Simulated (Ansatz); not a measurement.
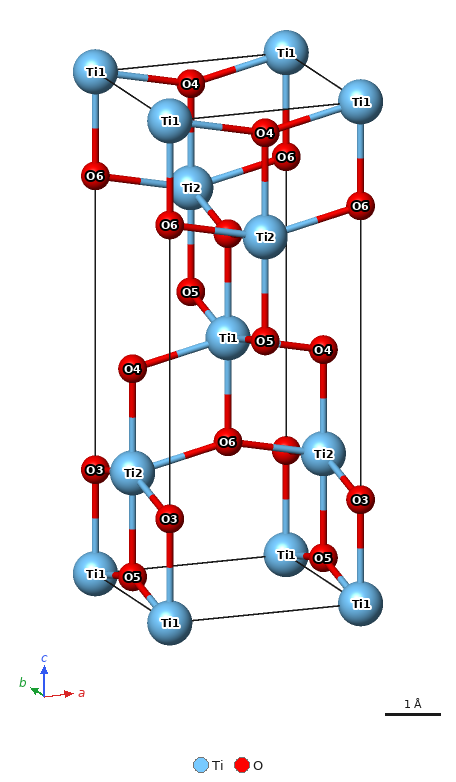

Fig. 1: The structure (ball-and-stick view of the cell 2 times as large as that of the calculation, set on its symmetry axes, seen slightly off an axis; atoms are numbered from 1 in the order of the input). Near neighbours in the crystal (not all of them lie inside the picture): Ti has 6 O at 1.93 to 1.99 Å; O has 3 Ti at 1.93 to 1.99 Å.

Run report: TiO₂, band-structure calculation

TiO₂ (I4₁/amd, 6 atoms in the cell), computed with DFT r2SCAN, scalar-relativistic, plane waves, PAW, no spin polarisation (Ansatz 0.2.0).

The structure derives from an entry of the Crystallography Open Database. Figures and captions count atoms from 1; the log counts them from 0 in places.

Output:
```
scf.n_extra_bands = 15 over 24 filled bands (N_el = 48.0): the run solves 39 bands
Engine: ansatz 0.2.0, aarch64-unknown-linux-gnu
Pseudopotentials: kind: paw
Pseudopotential: Ti, paw, valence charge 12, recommended cutoff 500 eV (meta_gga), Ti.paw.azcp
Pseudopotential: O, paw, valence charge 6, recommended cutoff 500 eV (meta_gga), O.paw.azcp
Functional definition: r2SCAN
  parameter k0 = 0.174
  parameter k1 = 0.065
  parameter a1 = 4.9479
  exchange = r2scan_x(k0 = k0, k1 = k1, a1 = a1)
  correlation = r2scan_c
Crystal: 6 atoms, lattice volume = 68.391 Å³
Basis set: ecut = 500 eV, 1693 PW (Γ), exchange–correlation on 180×180×180 points (64 copies of the dense FFT grid, shifted against one another)
Bands: 39, of which v1, the nominal top of the filled ones, is band 24 counted from 1 (23 counted from 0)
Symmetry: 16 space group operations
Space group: I41/amd (ITA 141), of the structure as read, at distance tolerance 4.1e-5 Å
k-points: 59 of 512
Non-local potential: Ti, projectors of the file, l = 0: 3, l = 1: 2, l = 2: 3, l = 3: 1
Non-local potential: O, projectors of the file, l = 0: 2, l = 1: 2, l = 2: 1
PAW form: soft (Blöchl's): semilocal exchange-correlation on the pseudo side does not see the compensation charge
PAW frozen core: Ti, regenerated for the run's functional (the file was generated under x = pbe(κ = 0.804, μ = 0.2195149727645171), c = pbe(β = 0.06672455060314922))
PAW frozen core: O, regenerated for the run's functional (the file was generated under x = pbe(κ = 0.804, μ = 0.2195149727645171), c = pbe(β = 0.06672455060314922))
PAW one-centre angular grid: Ti, 590 points (default); XC on 160 Gauss nodes
PAW one-centre angular grid: O, 302 points (default); XC on 160 Gauss nodes
Initial density: superposition of atomic densities (neutral atoms: chi_scale 0, normalization atom), corrected by the library's trained network
Initial wavefunctions: pseudopotential atomic-orbital guess
Functional: x = r2scan, c = r2scan; τ floored in thin density (d = 2e-4 eV/Å³)
SCF iter   1: F=—  HF=-7292.639678 eV  |F-HF|=—  |Δ(HF+E_count)|=         —  Δρ=2.69e-2  dr2=5.80e-1  dr2_τ=3.96e-1  ethr=1.77e-3  ⟨swp⟩=6.0  Hψ=9438  notcnv=0  defer=144
preconditioner: auto → none  [insulator: Δε(μ)=3.090 eV  Ē_g=14.631 eV  σ=0.020 eV  W_gap=1.00  n_scr=14 (ndim 8)  ℏωp=25.4 eV  f_vac=0.103  D(μ)=0.00/eV (n_scr^D=0)  ε∞_Penn≈4.0]
SCF iter   2: F=—  HF=-7292.824228 eV  |F-HF|=—  |Δ(HF+E_count)|=   1.85e-1  Δρ=3.63e-2  dr2=8.54e-1  dr2_τ=1.02e-1  ethr=1.21e-3  ⟨swp⟩=2.3  Hψ=4361  notcnv=0  defer=501
SCF iter   3: F=—  HF=-7292.662034 eV  |F-HF|=—  |Δ(HF+E_count)|=   1.62e-1  Δρ=6.58e-3  dr2=1.23e-2  dr2_τ=1.35e-3  ethr=1.21e-3  ⟨swp⟩=2.0  Hψ=2875  notcnv=0  defer=501
SCF iter   4: F=—  HF=-7292.663609 eV  |F-HF|=—  |Δ(HF+E_count)|=   1.58e-3  Δρ=1.75e-3  dr2=2.47e-3  dr2_τ=2.13e-4  ethr=2.55e-5  ⟨swp⟩=2.1  Hψ=3045  notcnv=0  defer=501
SCF iter   5: F=—  HF=-7292.663181 eV  |F-HF|=—  |Δ(HF+E_count)|=   4.28e-4  Δρ=2.54e-4  dr2=1.11e-5  dr2_τ=3.78e-6  ethr=5.14e-6  ⟨swp⟩=2.0  Hψ=2874  notcnv=0  defer=501
SCF iter   6: F=—  HF=-7292.663200 eV  |F-HF|=—  |Δ(HF+E_count)|=   1.95e-5  Δρ=5.61e-5  dr2=1.48e-6  dr2_τ=1.63e-7  ethr=2.32e-8  ⟨swp⟩=2.2  Hψ=3483  notcnv=0  defer=501
SCF iter   7: F=—  HF=-7292.663201 eV  |F-HF|=—  |Δ(HF+E_count)|=   9.21e-8  Δρ=2.38e-5  dr2=5.23e-7  dr2_τ=1.36e-8  ethr=3.09e-9  ⟨swp⟩=1.7  Hψ=2765  notcnv=0  defer=501
SCF iter   8: F=-7292.663200 eV  HF=-7292.663200 eV  |F-HF|=1.18e-10  |Δ(HF+E_count)|=   9.05e-8  Δρ=9.65e-7  dr2=2.99e-10  dr2_τ=8.70e-11  ethr=2.08e-10  ⟨swp⟩=12.7  Hψ=15490  notcnv=0
SCF 1 converged in 8 iterations: F = -7292.663200 eV  dr2 = 2.99e-10
  greatest PAW one-centre occupation: 1.000 electrons in one spin orbital (limit 2), on the Ti atom at site 1 (counted from 0), in its partial waves of l = 0
NSCF: frozen V_eff on 130 k-points
NSCF: frozen V_eff on 163 k-points
SCF converged after 8 iterations
Free energy (F): -7292.663200 eV
Harris-Foulkes:  -7292.663200 eV  (|F-HF|=1.18e-10)
Internal energy: -7292.663200 eV  (E = F + TS)
E sigma→0 (E₀):  -7292.663200 eV
Fermi energy:    8.157944 eV
--- Per-component energies (eV) ---
  E_band       = -507.919983
  E_kinetic    = 1251.719174
  E_local      = -3571.187391  (includes V_loc(G=0)·N_el)
  E_nonlocal   = 191.964287
  E_hartree    = 1382.682347
  E_xc         = -482.714480
  E_vxc        = -693.317445  (∫ρ·V_xc dr)
  E_paw        = -2747.617693  (= ΣΔE_a)
  E_vpaw       = -498.329477  (= ΣTr[D̂ρ^β])
  E_aug_tail   = 0.004417  (compensation charges beyond the density's cutoff)
  E_vtau       = 45.861813  (kinetic-family band-sum trace: ∫τ·v_τ [+ j·A + Jᵃ·Aᵃ] dr)
  E_ewald      = -3316.879185
  E_core_change = -0.634678  (= ΣΔE_core)
  E_smearing   = -0.000000  (= −TS)
  E_closure    = -0.000000  (closes the sum)
  Σ components = -7292.663200   (vs F -7292.663200, Δ=0.00e0)
--- Forces (eV/Å), atoms counted from 1 ---
  atom   1  Ti     0.00000000     0.00000000     0.00000000
  atom   2  Ti    -0.00000000     0.00000000     0.00000000
  atom   3  O      0.00000000     0.00000000    -0.00082049
  atom   4  O      0.00000000     0.00000000    -0.00082049
  atom   5  O      0.00000000     0.00000000     0.00082049
  atom   6  O      0.00000000     0.00000000     0.00082049
  max |Σ_I F_I| component: 5.85e-18 eV/Å
--- Stress (GPa, compression-positive) ---
        0.000934       0.000000       0.000000
        0.000000       0.000934       0.000000
        0.000000      -0.000000      -0.009598
  P = ⅓ Tr σ = -0.0026 GPa (-0.026 kbar)
--- Band table (eV; the first three rows and the last of 59) ---
  k-point 0: bands = ["-51.6890", "-51.6304", "-27.0876", "-26.8469", "-26.8469", "-26.7781", "-26.7781", "-26.6923", "-11.7592", "-10.7475", "-10.6222", "-10.2702", "2.8471", "3.0250", "3.0250", "3.3867", "4.8209", "4.8209", "4.8564", "6.0908", "6.1223", "6.1223", "6.4391", "6.4391", "9.4424", "10.1549", "11.3558", "11.3558", "11.3563", "11.3563", "12.3391", "12.5422", "12.6100", "13.6352", "15.0042", "19.5827", "21.0330", "24.0143", "24.0143"]
  k-point 1: bands = ["-51.6861", "-51.6319", "-27.0867", "-26.8764", "-26.8577", "-26.7951", "-26.7784", "-26.6871", "-11.6087", "-10.6558", "-10.5564", "-10.2252", "2.7203", "2.8236", "2.8385", "3.4159", "4.5247", "4.9316", "4.9994", "5.7677", "5.7896", "5.7909", "6.1618", "6.6063", "10.0340", "10.2381", "10.7621", "11.0757", "11.1321", "11.3087", "12.7326", "13.1327", "13.2908", "13.8585", "15.5705", "19.7500", "21.0566", "22.5114", "24.6900"]
  k-point 2: bands = ["-51.6782", "-51.6367", "-27.0844", "-26.9406", "-26.8825", "-26.8363", "-26.7735", "-26.6869", "-11.2152", "-10.4482", "-10.3865", "-10.1209", "2.2632", "2.4939", "2.7439", "3.6099", "4.0077", "4.3257", "4.5242", "4.8921", "5.0541", "5.9234", "6.2916", "6.6788", "10.2660", "10.4205", "10.8396", "11.0198", "11.0787", "11.6184", "13.0410", "14.0496", "14.1742", "14.2326", "16.9400", "20.1302", "20.8064", "21.3129", "23.5312"]
  k-point 58: bands = ["-51.6598", "-51.6598", "-26.8934", "-26.8934", "-26.8693", "-26.8693", "-26.7555", "-26.7555", "-11.1861", "-11.1861", "-10.5352", "-10.5352", "3.1123", "3.1123", "3.1129", "3.1129", "4.8493", "4.8493", "5.5195", "5.5195", "5.6232", "5.6232", "6.7922", "6.7922", "9.7869", "9.7869", "11.1028", "11.1028", "11.6233", "11.6233", "12.2223", "12.2223", "13.1304", "13.1304", "16.9981", "16.9981", "23.8084", "23.8084", "24.5155"]
--- Löwdin populations: 6 sites ---
  site symbol       q [e]
     0     Ti     10.5503
     1     Ti     10.5503
     2      O      6.6837
     3      O      6.6837
     4      O      6.6837
     5      O      6.6837
  spilling = 0.003435 (of n_electrons = 48.000000)
--- Bader charges: 6 sites ---
  site symbol  charge [e]  shift [e]
     0     Ti      2.3743     0.0039
     1     Ti      2.3743     0.0039
     2      O     -1.1871     0.0019
     3      O     -1.1871     0.0020
     4      O     -1.1872     0.0020
     5      O     -1.1871     0.0019
  estimated error of the sums over rays = 4.2e-4 e
```

File populations.tsv:
```
# site	symbol	l	j	q
# orbitals = lowdin
# n_electrons = 48.000000
# spilling = 0.003435
0	Ti	0_3S	-	1.927642
0	Ti	0_4S	-	0.423704
0	Ti	1_3P	-	5.985734
0	Ti	2_3D	-	2.213175
1	Ti	0_3S	-	1.927642
1	Ti	0_4S	-	0.423704
1	Ti	1_3P	-	5.985734
1	Ti	2_3D	-	2.213175
2	O	0_2S	-	1.756858
2	O	1_2P	-	4.926794
3	O	0_2S	-	1.756858
3	O	1_2P	-	4.926794
4	O	0_2S	-	1.756858
4	O	1_2P	-	4.926794
5	O	0_2S	-	1.756858
5	O	1_2P	-	4.926794
```

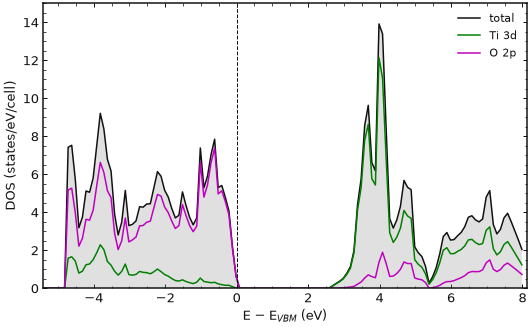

Fig. 2: Density of states (projected on Löwdin-orthogonalised atomic shells), with energies from the valence-band top. There is a gap of 2.57 eV on the k-point mesh.

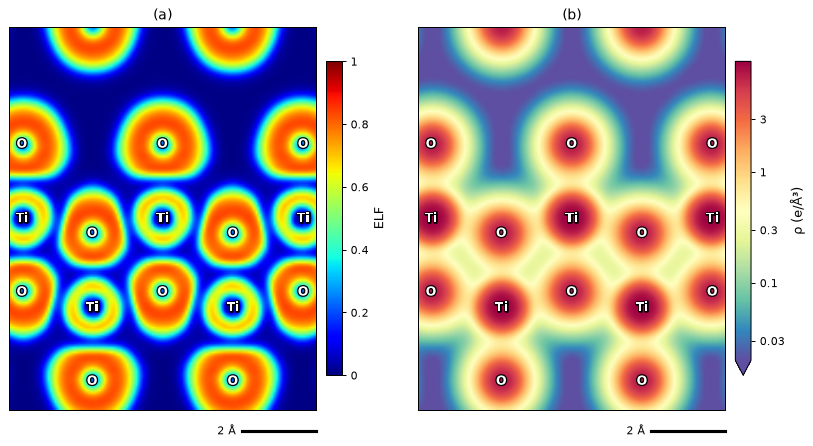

Fig. 3: (a) ELF; (b) valence electron density on the (010) plane of the conventional cell. Atoms in the plane: Ti and O. Ti–O (1.93 Å): ρ at the midpoint is about 0.74 e/Å³; the ELF is about 0.20 at the midpoint. Ti–O (1.99 Å): the density is about 0.66 e/Å³ at the midpoint; the ELF is about 0.20 at the midpoint. Away from the nuclei the density in this plane falls to 0.02 e/Å³ at its lowest. The strong features right at Ti lie inside the PAW spheres (semicore, d or f shells) and say nothing about bonding. Core electrons are frozen (PAW), so the fields are smoothed inside the atomic spheres.

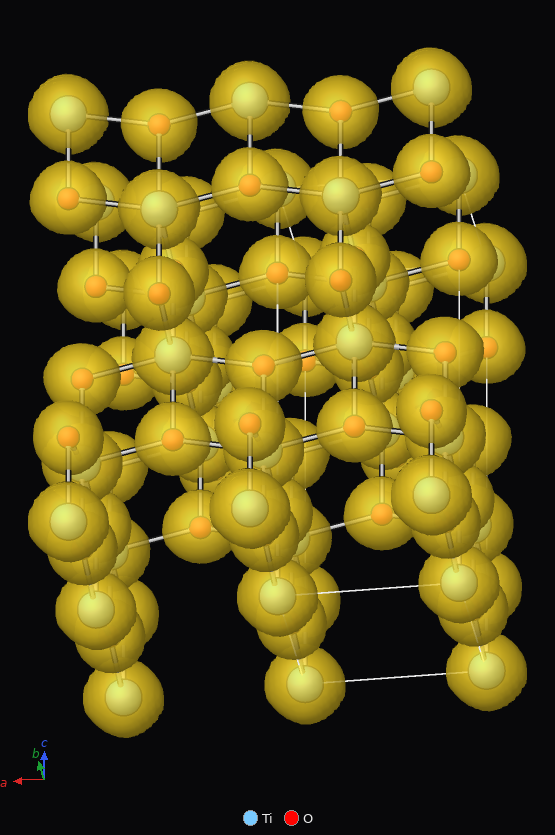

Fig. 4: Isosurface of the valence pseudo-density at 1 e/Å³ (yellow), seen at an oblique angle. Sticks mark near contacts. The outline is the cell set on symmetry axes. At this value the density breaks into separate islands; it holds about 70 % of the electrons treated as valence (semicore included). It is pinched off along the Ti–O (1.93 Å) and Ti–O (1.99 Å) contacts. On the grid the lowest density along these lines, outside the cores, is 0.74 e/Å³ (Ti–O, 1.93 Å) and 0.66 e/Å³ (Ti–O, 1.99 Å).

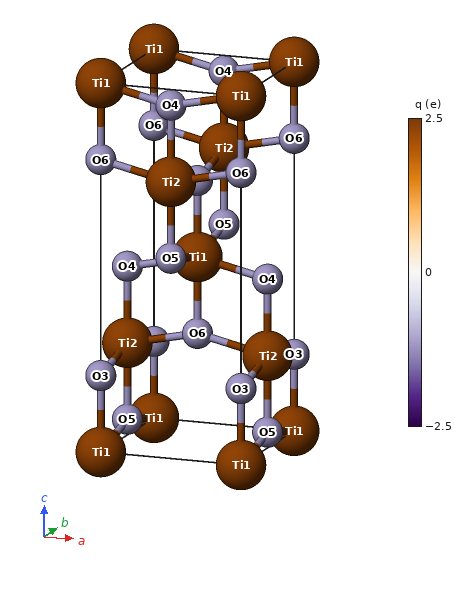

Fig. 5: Bader charges, as the colour of each atom (ball-and-stick view of the cell 2 times as large as that of the calculation, set on its symmetry axes, seen slightly off an axis; atoms are numbered from 1 in the order of the input). By element: Ti +2.37 and O −1.19 e.

This output came from the following input.

Input file:
```yaml
crystal:
  lattice:
    - [-1.8889611631, 1.8889611631, 4.7917440005]
    - [1.8889611631, -1.8889611631, 4.7917440005]
    - [1.8889611631, 1.8889611631, -4.7917440005]
  atoms:
    - { symbol: Ti, position: [0.0, 0.0, 0.0] }
    - { symbol: Ti, position: [0.75, 0.25, 0.5] }
    - { symbol: O, position: [0.2072814075, 0.2072814075, 0.0] }
    - { symbol: O, position: [0.9572814075, 0.4572814075, 0.5] }
    - { symbol: O, position: [0.5427185925, 0.0427185925, 0.5] }
    - { symbol: O, position: [0.7927185925, 0.7927185925, 0.0] }
basis:
  ecutwfc: 500
kpoints:
  mp_grid: { grid: [8, 8, 8] }
  band_path:
    path:
      - [[0.0, 0.0, 0.0], [0.0, 0.0, 0.5], [0.25, 0.25, 0.25], [0.0, 0.5, 0.0], [0.0, 0.0, 0.0], [0.5, 0.5, -0.5], [0.2888507, 0.7111493, -0.2888507]]
      - [[-0.2888507, 0.2888507, 0.2888507], [0.0, 0.0, 0.0]]
      - [[0.0, 0.0, 0.5], [-0.0777014, 0.0777014, 0.5]]
      - [[0.5, 0.5, -0.0777014], [0.5, 0.5, -0.5]]
    npoints: 14
hamiltonian:
  xc: r2scan
scf:
  occupations: { method: gaussian, width: 0.02 }
  n_extra_bands: 15
output:
  forces: true
  stress: true
  eigenvalues: true
  populations: true
  dos: { projected: true, de: 0.02, nscf_kmesh: { grid: [12, 12, 12] } }
  bader: true
  write_density: true
  write_potential: true
  elf: true
  volumetric_format: npy
```

Run as:
```bash
ansatz run input.yaml --threads 4 --pin off --max-ram 10240MiB --backend cpu --events-out ev --progress --plain --runs-dir out
```

Key numbers:

| quantity | value |
| --- | --- |
| outcome | converged |
| space group (tolerance 0.01 Å) | I4₁/amd (141) |
| electrons treated | 48 |
| free energy | −7292.6632 eV |
| Fermi energy | 8.158 eV |
| gap on the k-point mesh | 2.57 eV |
| gap on the band path | 2.53 eV |
| pressure | 0.00 GPa |
| largest force (length of the vector) | 0.001 eV/Å |
| hardware | 4 threads of Arm Neoverse V1, 24 GiB of memory available, shared host |
| wall time | 34 s (CPU time 2.2 min) |
| peak memory | 0.88 GiB |
